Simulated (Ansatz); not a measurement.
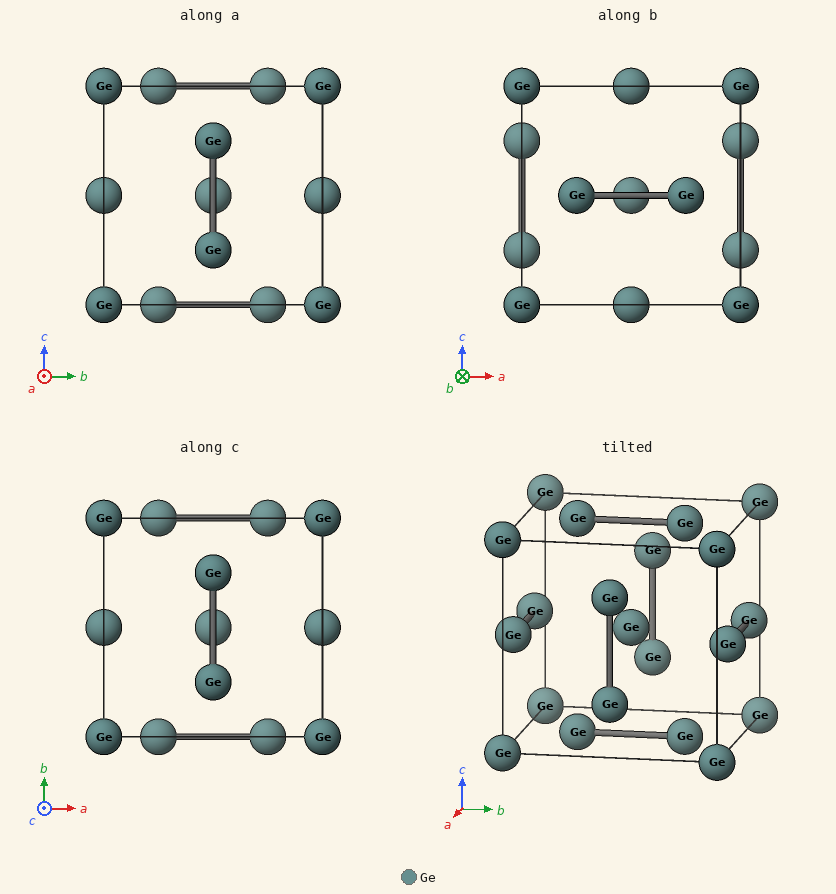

Crystal structure, ball-and-stick style, seen along the a axis, along the b axis, along the c axis and slightly off an axis. The parallelepiped is the conventional unit cell.

Lattice parameters: a = 5.376 Å, b = 5.376 Å, c = 5.376 Å, α = 90.00°, β = 90.00°, γ = 90.00°.

> Reconstruct the structure as a table of Wyckoff sites.

Space group Pm-3n (No. 223).
| atom | site | x | y | z |
| --- | --- | --- | --- | --- |
| Ge | 2a | 0.0000 | 0.0000 | 0.0000 |
| Ge | 6c | 0.2500 | 0.0000 | 0.5000 |

The starting point was a structure type filled with this element by a generator (whether the element takes this form wasn't checked). Earlier steps of the study may have refined or changed the cell and positions. It was run through Ansatz as a DFT input.
